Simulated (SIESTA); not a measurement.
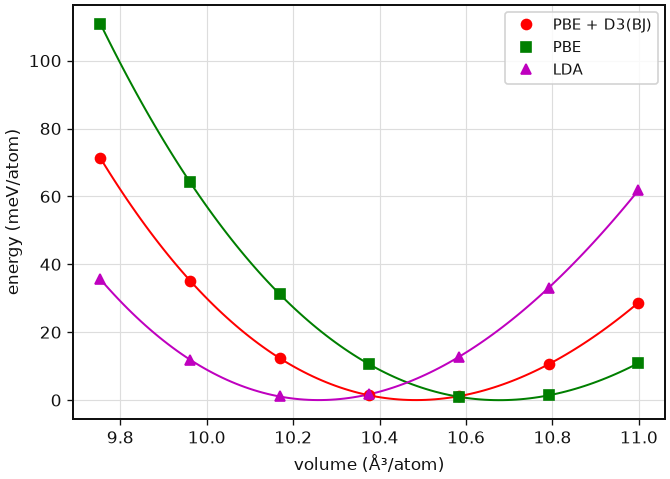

The picture above shows the energy against volume, with one curve for each functional, for WC (space group P-6m2).

Method: DFT in numerical atomic orbitals with pseudopotentials, no spin polarisation; energies at scaled volumes of the given cell, shape and fractions fixed, counted from the fit's minimum, third-order Birch-Murnaghan fit (SIESTA 5.4.2). All runs: no spin polarisation.

- k mesh: 10×10×9
- occupations: Fermi–Dirac
- smearing width: 0.05 eV
- potentials: PseudoDojo 0.4 standard, converted to PSML, two zetas on semicore shells

Q: Order the curves by fitted equilibrium volume, smallest first.

A: LDA 10.259, PBE + D3(BJ) 10.484, PBE 10.677 Å³/atom.

Q: Order the curves by fitted bulk modulus, smallest first.

A: PBE 379.9, PBE + D3(BJ) 395.7, LDA 419.7 GPa.

Note: mulliken charges of long orbitals; short basis over semicore shells; shape and atomic fractions are frozen while scaling, which makes layered, chain and framework solids too stiff.
